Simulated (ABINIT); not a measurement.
Positron calculation, with input and output: ZnS (part 2 of 2)

ZnS (F-43m, 2 atoms in the cell); Kohn-Sham DFT of a periodic cell, PBE, JTH PAW PBE v2.0, no spin polarisation (ABINIT 10.8.3); cutoff 435.38 eV, 6×6×6 k-mesh, fermi-dirac of 0.05 eV. The structure derives from an entry of the Crystallography Open Database.

Geometry of the input (Å; fractional positions):
```
0.0000  2.7020  2.7020
2.7020  0.0000  2.7020
2.7020  2.7020  0.0000
Zn 0.7500  0.7500  0.7500
S  0.0000  0.0000  0.0000
```

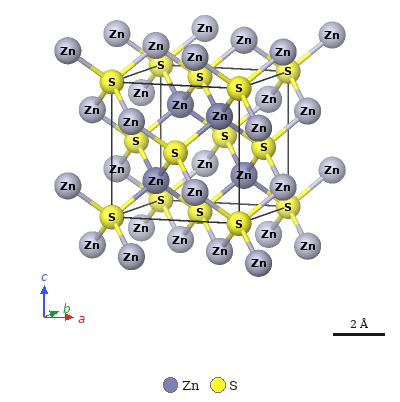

Fig. 1: The input geometry (ball-and-stick view of the cell 4 times as large as that of the calculation, set on its symmetry axes, seen at an oblique angle; neighbours outside the cell are drawn fainter).

### The program's output, continued
```
 cartesian forces (hartree/bohr) at end:
    1     -0.00000000000000    -0.00000000000000    -0.00000000000000
    2     -0.00000000000000    -0.00000000000000    -0.00000000000000
 frms,max,avg= 0.0000000E+00 0.0000000E+00   0.000E+00  0.000E+00  0.000E+00 h/b

 cartesian forces (eV/Angstrom) at end:
    1     -0.00000000000000    -0.00000000000000    -0.00000000000000
    2     -0.00000000000000    -0.00000000000000    -0.00000000000000
 frms,max,avg= 0.0000000E+00 0.0000000E+00   0.000E+00  0.000E+00  0.000E+00 e/A
 length scales=  1.889726125908  1.889726125908  1.889726125908 bohr
              =  1.000000000000  1.000000000000  1.000000000000 angstroms
 Fermi (or HOMO) energy (hartree) =   0.23472   Average Vxc (hartree)=  -0.34380
 Eigenvalues (hartree) for nkpt=  16  k points:
 kpt#   1, nband= 13, wtk=  0.00463, kpt=  0.0000  0.0000  0.0000 (reduced coord)
  -0.28800   -0.03765   -0.03765   -0.03765   -0.01927   -0.01927    0.19530    0.19530
   0.19530    0.27206    0.42950    0.42950    0.42950
      occupation numbers for kpt#   1
   2.00000    2.00000    2.00000    2.00000    2.00000    2.00000    2.00000    2.00000
   2.00000    0.00000    0.00000    0.00000    0.00000
 prteigrs : prtvol=0 or 1, do not print more k-points.

--- !EnergyTerms
iteration_state     : {dtset: 1, }
comment             : Components of total free energy in Hartree
kinetic             :  1.09959364651920E+01
hartree             :  2.12074350161117E+01
xc                  : -5.43871077898236E+00
Ewald energy        : -4.60608394402070E+01
psp_core            :  7.76162073161891E-01
local_psp           : -7.44678527252574E+01
PAW spherical_terms :  1.82946089934541E+01
internal            : -7.46932603965270E+01
'-kT*entropy'       : -1.12064920345463E-12
total_energy        : -7.46932603965281E+01
total_energy_eV     : -2.03250715862156E+03
...

--- !EnergyTermsDC
iteration_state     : {dtset: 1, }
comment             : '"Double-counting" decomposition of free energy'
band_energy         : -1.27378283939110E-01
Ewald energy        : -4.60608394402070E+01
psp_core            :  7.76162073161891E-01
xc_dc               : -2.07289146871157E+01
PAW spherical_terms : -8.55228888027389E+00
internal            : -7.46932592183738E+01
'-kT*entropy'       : -1.12064920345463E-12
total_energy_dc     : -7.46932592183749E+01
total_energy_dc_eV  : -2.03250712656238E+03
...

--- !EnergyTermsWithPAWCore
iteration_state     : {dtset: 1, }
comment             : 'Components of total free energy, including PAW core contributions'
Total energy        : -2.19531375955541E+03
Total energy DC     : -2.19531375837726E+03
Total energy (eV)   : -5.97375306423790E+04
Total energy DC (eV): -5.97375306103198E+04
...

 Cartesian components of stress tensor (hartree/bohr^3)
  sigma(1 1)= -4.06247588E-05  sigma(3 2)=  0.00000000E+00
  sigma(2 2)= -4.06247588E-05  sigma(3 1)=  0.00000000E+00
  sigma(3 3)= -4.06247588E-05  sigma(2 1)=  0.00000000E+00

-Cartesian components of stress tensor (GPa)         [Pressure=  1.1952E+00 GPa]
- sigma(1 1)= -1.19522167E+00  sigma(3 2)=  0.00000000E+00
- sigma(2 2)= -1.19522167E+00  sigma(3 1)=  0.00000000E+00
- sigma(3 3)= -1.19522167E+00  sigma(2 1)=  0.00000000E+00

================================================================================
== DATASET  2 ==================================================================

--- !DatasetInfo
iteration_state: {dtset: 2, }
dimensions: {natom: 2, nkpt: 1, mband: 1, nsppol: 1, nspinor: 1, nspden: 1, mpw: 435, }
cutoff_energies: {ecut:  16.0, pawecutdg:  32.0, }
electrons: {nelect:   1.00000000E+00, charge:   0.00000000E+00, occopt:   2.00000000E+00, tsmear:   1.00000000E-02, }
meta: {optdriver: 0, ionmov: 0, optcell: 0, iscf: 17, paral_kgb: 0, }
...

 mkfilename : getden/=0, take file _DEN from output of DATASET   1.

 Exchange-correlation functional for the present dataset will be:
  GGA: Perdew-Burke-Ernzerhof functional - ixc=11
  J.P.Perdew, K.Burke, M.Ernzerhof, PRL 77, 3865 (1996)

 Real(R)+Recip(G) space primitive vectors, cartesian coordinates (Bohr,Bohr^-1):
 R(1)=  0.0000000  5.1060400  5.1060400  G(1)= -0.0979232  0.0979232  0.0979232
 R(2)=  5.1060400  0.0000000  5.1060400  G(2)=  0.0979232 -0.0979232  0.0979232
 R(3)=  5.1060400  5.1060400  0.0000000  G(3)=  0.0979232  0.0979232 -0.0979232
 Unit cell volume ucvol=  2.6624572E+02 bohr^3
 Angles (23,13,12)=  6.00000000E+01  6.00000000E+01  6.00000000E+01 degrees

 Coarse grid specifications (used for wave-functions):

 getcut: wavevector=  0.0000  0.0000  0.0000  ngfft=  27  27  27
         ecut(hartree)=     16.000   => boxcut(ratio)=   2.00258

 Fine grid specifications (used for densities):

 getcut: wavevector=  0.0000  0.0000  0.0000  ngfft=  40  40  40
         ecut(hartree)=     32.000   => boxcut(ratio)=   2.17531

--- Pseudopotential description ------------------------------------------------
- pspini: atom type   1  psp file is ./Zn.GGA_PBE-JTH.xml
 Pseudopotential format is: paw10
 basis_size (lnmax)=  6 (lmn_size= 18), orbitals=   0   0   1   1   2   2
 Spheres core radius: rc_sph= 2.30769763
 Shapefunction is SIN type: shapef(r)=[sin(pi*r/rshp)/(pi*r/rshp)]**2
 Radius for shape functions =  1.80965103
 Compensation charge density is not taken into account in XC energy/potential

- pspini: atom type   2  psp file is ./S.GGA_PBE-JTH.xml
 Pseudopotential format is: paw10
 basis_size (lnmax)=  4 (lmn_size=  8), orbitals=   0   0   1   1
 Spheres core radius: rc_sph= 1.90380259
 Shapefunction is SIN type: shapef(r)=[sin(pi*r/rshp)/(pi*r/rshp)]**2
 Radius for shape functions =  1.40128485
 Compensation charge density is not taken into account in XC energy/potential

--------------------------------------------------------------------------------

================================================================================

--- !BeginCycle
iteration_state: {dtset: 2, }
solver: {iscf: 17, nstep: 80, nline: 4, wfoptalg: 10, }
tolerances: {toldfe: 1.00E-09, }
...

     iter   Etot(hartree)      deltaE(h)  residm     nres2
 ETOT  1  -74.419108127993    -7.442E+01 2.456E+00 3.021E-01
 ETOT  2  -74.669160417560    -2.501E-01 2.187E+00 1.319E-01
 ETOT  3  -74.851119524067    -1.820E-01 6.182E+01 1.446E-01
 ETOT  4  -75.053261152165    -2.021E-01 1.506E+00 1.809E-01
 ETOT  5  -75.137881604412    -8.462E-02 1.203E+01 1.644E-01
 ETOT  6  -75.164334461994    -2.645E-02 9.685E-02 2.225E-01
 ETOT  7  -75.170608937336    -6.274E-03 8.475E-01 6.418E-02
 ETOT  8  -75.179025797419    -8.417E-03 4.978E-03 3.322E-01
 ETOT  9  -75.173345009547     5.681E-03 4.686E-02 7.525E-02
 ETOT 10  -75.172781393099     5.636E-04 5.337E-04 5.257E-02
 ETOT 11  -75.172827846742    -4.645E-05 6.266E-03 1.603E-02
 ETOT 12  -75.172933700017    -1.059E-04 3.868E-05 3.472E-03
 ETOT 13  -75.172828872785     1.048E-04 1.767E-04 9.550E-06
 ETOT 14  -75.172829742618    -8.698E-07 3.061E-06 1.232E-07
 ETOT 15  -75.172830035478    -2.929E-07 1.641E-05 9.652E-09
 ETOT 16  -75.172830137027    -1.015E-07 2.850E-07 1.409E-08
 ETOT 17  -75.172830168055    -3.103E-08 1.532E-06 6.533E-09
 ETOT 18  -75.172830177539    -9.483E-09 2.674E-08 4.428E-10
 ETOT 19  -75.172830180437    -2.898E-09 1.434E-07 5.577E-11
 ETOT 20  -75.172830181324    -8.875E-10 2.516E-09 2.108E-10
 ETOT 21  -75.172830181596    -2.716E-10 1.344E-08 3.945E-12

 At SCF step   21, etot is converged :
  for the second time, diff in etot=  2.716E-10 < toldfe=  1.000E-09

--- !ResultsGS
iteration_state: {dtset: 2, }
comment   : Summary of ground state results
lattice_vectors:
- [  0.0000000,   5.1060400,   5.1060400, ]
- [  5.1060400,   0.0000000,   5.1060400, ]
- [  5.1060400,   5.1060400,   0.0000000, ]
lattice_lengths: [   7.22103,    7.22103,    7.22103, ]
lattice_angles: [ 60.000,  60.000,  60.000, ] # degrees, (23, 13, 12)
lattice_volume:   2.6624572E+02
convergence: {deltae: -2.716E-10, res2:  3.945E-12, residm:  1.344E-08, diffor:  0.000E+00, }
etotal    :  -7.51728302E+01
entropy   :   0.00000000E+00
fermie    :  -4.79570963E-01
cartesian_stress_tensor: null
pressure_GPa: null
xred      :
- [  7.5000E-01,   7.5000E-01,   7.5000E-01, Zn]
- [  0.0000E+00,   0.0000E+00,   0.0000E+00,  S]
cartesian_forces: null
force_length_stats: {min: null, max: null, mean: null, }
...

 Integrated electronic density in atomic spheres:
 ------------------------------------------------
 Atom  Sphere_radius  Integrated_density
    1        2.30770          0.05580191
    2        1.90380          0.02349170

--------------------------------------------------------------------------------
 Results for electron-positron annihilation:

2 computations of positron lifetime have been performed (with different enhancement factors).

########## Lifetime computation 1

 # Zero-positron density limit of Arponen and Pajanne provided by Boronski & Nieminen
   Ref.: Boronski and R.M. Nieminen, Phys. Rev. B 34, 3820 (1986)
 # Enhancement factor of Boronski & Nieminen
   Ref.: Boronski and R.M. Nieminen, Phys. Rev. B 34, 3820 (1986)

 Positron lifetime                         (ps)   =  2.64842958E+02
 Positron lifetime with IPM for core elec. (ps)   =  2.67710594E+02
 Annihilation rate                         (ns-1) =  3.77582250E+00
 Annihilation rate with IPM for core elec. (ns-1) =  3.73537701E+00

 Annihilation rate core/valence decomposition:
   Core    contribution to ann.rate          (ns-1) =  2.11570936E-01
   Valence contribution to ann.rate          (ns-1) =  3.56425157E+00
   Core    contribution to ann.rate with IPM (ns-1) =  1.60355529E-01
   Valence contribution to ann.rate with IPM (ns-1) =  3.57502148E+00

 Annihilation rate PAW decomposition:
   Plane-wave contribution to ann.rate          (ns-1) =  3.64915241E+00
   Plane-wave valence contribution to ann.rate  (ns-1) =  3.60543932E+00
   On-site core contribution to ann.rate        (ns-1) =  1.67857845E-01
   On-site valence contribution to ann.rate     (ns-1) = -4.11877529E-02
   Plane-wave contribution to ann.rate with IPM (ns-1) =  3.63210875E+00
   Plane-wave core contrb. to ann.rate with IPM (ns-1) =  1.84312552E-02

########## Lifetime computation 2

 # Zero-positron density limit of Arponen and Pajanne provided by Boronski & Nieminen
   Ref.: Boronski and R.M. Nieminen, Phys. Rev. B 34, 3820 (1986)
 # Enhancement factor of Boronski & Nieminen IN THE RPA LIMIT
   Ref.: Boronski and R.M. Nieminen, Phys. Rev. B 34, 3820 (1986)

 Positron lifetime                         (ps)   =  2.18561455E+02
 Positron lifetime with IPM for core elec. (ps)   =  2.20501048E+02
 Annihilation rate                         (ns-1) =  4.57537217E+00
 Annihilation rate with IPM for core elec. (ns-1) =  4.53512584E+00

 Annihilation rate core/valence decomposition:
   Core    contribution to ann.rate          (ns-1) =  2.11915644E-01
   Valence contribution to ann.rate          (ns-1) =  4.36345652E+00
   Core    contribution to ann.rate with IPM (ns-1) =  1.60355529E-01
   Valence contribution to ann.rate with IPM (ns-1) =  4.37477031E+00

 Annihilation rate PAW decomposition:
   Plane-wave contribution to ann.rate          (ns-1) =  4.44889516E+00
   Plane-wave valence contribution to ann.rate  (ns-1) =  4.40483705E+00
   On-site core contribution to ann.rate        (ns-1) =  1.67857526E-01
   On-site valence contribution to ann.rate     (ns-1) = -4.13805244E-02
   Plane-wave contribution to ann.rate with IPM (ns-1) =  4.43204346E+00
   Plane-wave core contrb. to ann.rate with IPM (ns-1) =  1.84312552E-02

      (*) IPM=Independent particle Model

================================================================================

 ----iterations are completed or convergence reached----

 Mean square residual over all n,k,spin=   13.442E-09; max=  13.442E-09
 reduced coordinates (array xred) for    2 atoms
       0.750000000000      0.750000000000      0.750000000000
       0.000000000000      0.000000000000      0.000000000000
 rms dE/dt=  0.0000E+00; max dE/dt=  0.0000E+00; dE/dt below (all hartree)
    1       0.000000000000      0.000000000000      0.000000000000
    2       0.000000000000      0.000000000000      0.000000000000

 cartesian coordinates (angstrom) at end:
    1      4.05300000000000     4.05300000000000     4.05300000000000
    2      0.00000000000000     0.00000000000000     0.00000000000000
 length scales=  1.889726125908  1.889726125908  1.889726125908 bohr
              =  1.000000000000  1.000000000000  1.000000000000 angstroms
 Fermi (or HOMO) energy (hartree) =  -0.47957   Average Vxc (hartree)=  -0.31858
 Eigenvalues (hartree) for nkpt=   1  k points:
 kpt#   1, nband=  1, wtk=  1.00000, kpt=  0.0000  0.0000  0.0000 (reduced coord)
  -0.47957

--- !EnergyTerms
iteration_state     : {dtset: 2, }
comment             : Components of total free energy in Hartree
kinetic             :  8.27037384493538E-02
local_psp           : -8.93619707076480E-01
PAW spherical_terms :  3.89747631113679E-02
positronic          : -7.71941205515754E-01
electronic          : -7.46932592183749E+01
electron_positron_interaction:  2.92370598771493E-01
total_energy        : -7.51728298251192E+01
total_energy_eV     : -2.04555690757472E+03
...

--- !EnergyTermsDC
iteration_state     : {dtset: 2, }
comment             : '"Double-counting" decomposition of free energy'
band_energy         : -4.79570963221115E-01
PAW spherical_terms :  0.00000000000000E+00
electron_positron_dc: -2.92370598771247E-01
positronic          : -7.71941561992359E-01
electronic          : -7.46932592183749E+01
electron_positron_interaction:  2.92370598771493E-01
total_energy_dc     : -7.51728301815958E+01
total_energy_dc_eV  : -2.04555691727494E+03
...

== END DATASET(S) ==============================================================
================================================================================

 -outvars: echo values of variables after computation  --------
            acell      1.8897261259E+00  1.8897261259E+00  1.8897261259E+00 Bohr
           etotal1    -7.4693259218E+01
           etotal2    -7.5172830182E+01
            fcart1    -0.0000000000E+00 -0.0000000000E+00 -0.0000000000E+00
                      -0.0000000000E+00 -0.0000000000E+00 -0.0000000000E+00
            fcart2     9.9999999999E+99  9.9999999999E+99  9.9999999999E+99
                       9.9999999999E+99  9.9999999999E+99  9.9999999999E+99
            rprim      0.0000000000E+00  2.7020000000E+00  2.7020000000E+00
                       2.7020000000E+00  0.0000000000E+00  2.7020000000E+00
                       2.7020000000E+00  2.7020000000E+00  0.0000000000E+00
           strten1    -4.0624758774E-05 -4.0624758774E-05 -4.0624758774E-05
                       0.0000000000E+00  0.0000000000E+00  0.0000000000E+00
           strten2     9.9999999999E+99  9.9999999999E+99  9.9999999999E+99
                       9.9999999999E+99  9.9999999999E+99  9.9999999999E+99
           xangst      4.0530000000E+00  4.0530000000E+00  4.0530000000E+00
                       0.0000000000E+00  0.0000000000E+00  0.0000000000E+00
             xred      7.5000000000E-01  7.5000000000E-01  7.5000000000E-01
                       0.0000000000E+00  0.0000000000E+00  0.0000000000E+00
 Calculation completed.
```

### Key numbers

- outcome: converged
- space group (tolerance 0.01 Å): F-43m (216)
- electrons treated: 18
- free energy: −2032.5071 eV
- positron lifetime (one of the program's estimates): 218.6 ps
- Fermi energy: 6.387 eV
- gap on the k-point mesh: 2.09 eV
- pressure: 1.20 GPa
- largest force (length of the vector): under 0.001 eV/Å
- wall time: 20 s
- peak memory: 0.08 GiB

### Notes

Points of doubt noted for this run: cutoff too low for stress; PAW basis incomplete for positron.
